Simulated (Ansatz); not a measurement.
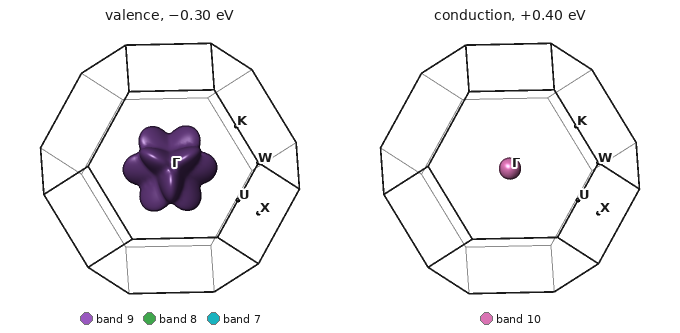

InP in space group F-43m: constant-energy surfaces at both band edges (energies from each edge).

These are results of DFT PBE, scalar-relativistic, plane waves, PAW; levels and slopes on a dense k mesh at the converged density (Ansatz 0.2.0), not measurements. No spin polarisation. k mesh for the levels: 34×34×34. Cell and positions as given, without relaxation (residual pressure 3 GPa).

Masses come from a second pass at points close to the extrema; at the energies drawn a band may no longer be parabolic.

Q: What kind of gap has this crystal, and what size does the calculation give?

A: The gap is direct, 0.72 eV at this level of theory (semilocal functionals give gaps that are too small, and can reorder valleys that lie close).

Q: Give the valleys and their effective masses.

A: Valence band (extrema up to 0.30 eV from the edge): one maximum at Γ, three bands meeting there, with masses of 0.056 and 0.43 mₑ among them, each the same along x, y and z. Band 9 forms the valence edge; band 8 meets it there and band 7 meets it there.
Conduction band (extrema up to 0.40 eV from the edge): one minimum at Γ, mass 0.057 mₑ in all directions. Band 10 forms the conduction edge.

Where one band's surface lies inside another's, the outer one hides all or part of it.

Spin-orbit coupling, left out here, can change the gap, its kind, the place of the band edges and the masses, since the compound holds In.
